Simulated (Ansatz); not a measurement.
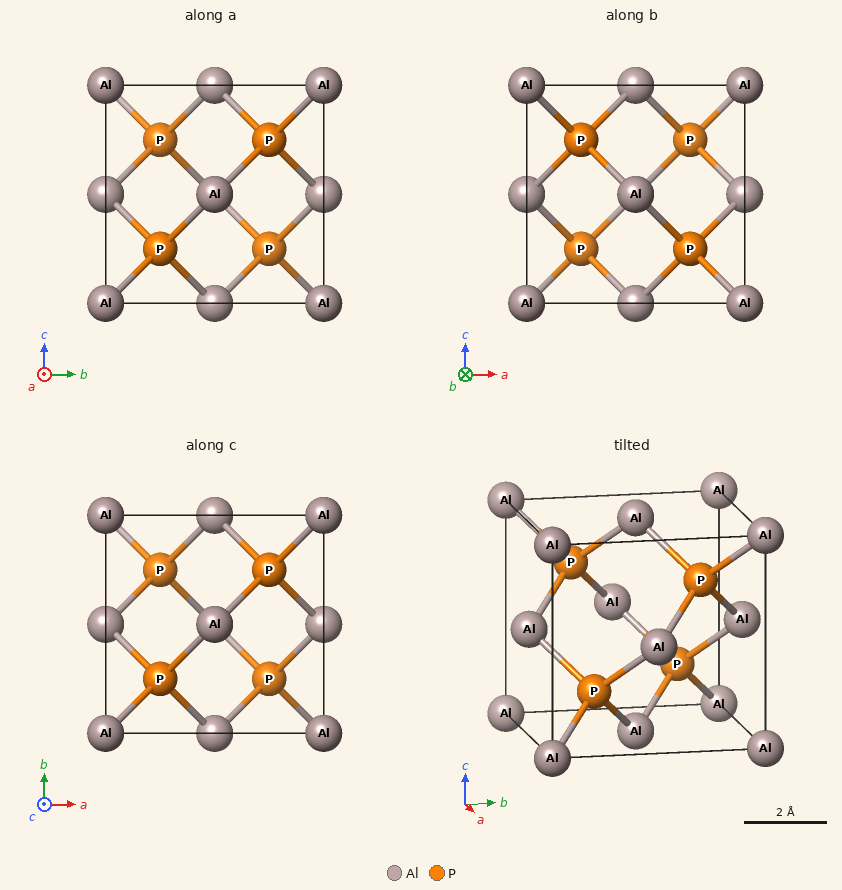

The image is a ball-and-stick drawing of a crystal, viewed along the a axis, along the b axis, along the c axis and slightly off an axis. The conventional unit cell is drawn as a box.

Lattice parameters: a = 5.348 Å, b = 5.348 Å, c = 5.348 Å, α = 90.00°, β = 90.00°, γ = 90.00°.

**Convert the drawing into a table of Wyckoff sites.**

Space group F-43m (No. 216).
| atom | site | x | y | z |
| --- | --- | --- | --- | --- |
| Al | 4a | 0.0000 | 0.0000 | 0.0000 |
| P | 4d | 0.2500 | 0.2500 | 0.7500 |

Starting structure: a structure type filled with these elements by a generator (whether the compound takes this form wasn't checked). Earlier steps of the study, as a rule a relaxation of our own, may have changed the cell and positions, so they can lie some per cent off the listed ones. It was run through Ansatz as a DFT input.

At this level of theory the run's own cell isn't at rest (compressed, at 7 GPa), so its distances can differ from those at equilibrium, the more so the softer the solid.
